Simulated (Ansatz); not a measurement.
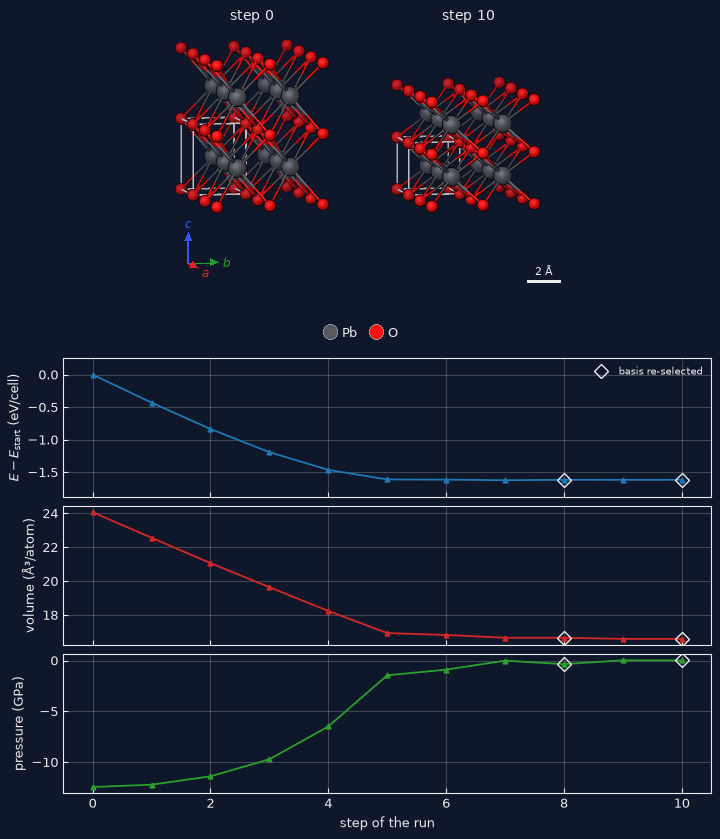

First and last geometry of a relaxation of solid PbO (built on the CuAu (L1_0)_123 type) (coarse preliminary run), with the history of the run. A ball-and-stick model of the cell of the calculation, repeated 3 × 2 × 2 with one cell outlined, seen slightly off an axis.

Case: CuAu (L1_0) type (P4/mmm, No. 123).

Computed with DFT PBE, scalar-relativistic, plane waves, PAW (Ansatz 0.2.0). (plane-wave cutoff 420 eV; k-point mesh 6 × 6 × 4; occupations gaussian; smearing width 0.1 eV; no spin polarisation; cell and atoms relaxed; force threshold 0.04 eV/Å; at most 70 steps)

Question: Read the history and describe the run.

Answer: It converged. The atoms keep their places relative to the cell (all moves are under 0.005 Å). Cell: a = b 3.324 → 3.214 Å (−3.3 %), c 4.357 → 3.213 Å (−26.2 %). Volume −31.1 %. Some distances before and after: O–Pb 3.205 → 2.783 Å. The space group (tolerance 0.01 Å) goes from P4/mmm (No. 123) to Pm-3m (No. 221). After 8 accepted moves (10 points after the start) the energy has fallen by 1.616 eV per cell of the calculation. All forces vanish by symmetry, so only the cell relaxes. The pressure goes from −12.44 to 0.01 GPa. The SCF was repeated twice at an unchanged geometry on a basis and grid sized afresh for the cell, which shifted the energy by 6.3 meV per cell of the calculation at most.

| step | E − E(0), meV/atom | pressure, GPa | volume, Å³/atom | note |
| --- | --- | --- | --- | --- |
| 0 | 0.00 | -12.44 | 24.066 |  |
| 1 | -214.83 | -12.22 | 22.561 |  |
| 2 | -417.48 | -11.39 | 21.063 |  |
| 3 | -595.25 | -9.72 | 19.640 |  |
| 4 | -731.39 | -6.49 | 18.239 |  |
| 5 | -804.89 | -1.46 | 16.935 |  |
| 6 | -806.36 | -0.90 | 16.821 |  |
| 7 | -810.81 | -0.02 | 16.656 |  |
| 8 | -807.64 | -0.36 | 16.656 | same geometry, new basis |
| 9 | -807.88 | 0.02 | 16.591 |  |
| 10 | -807.77 | 0.01 | 16.591 | same geometry, new basis |
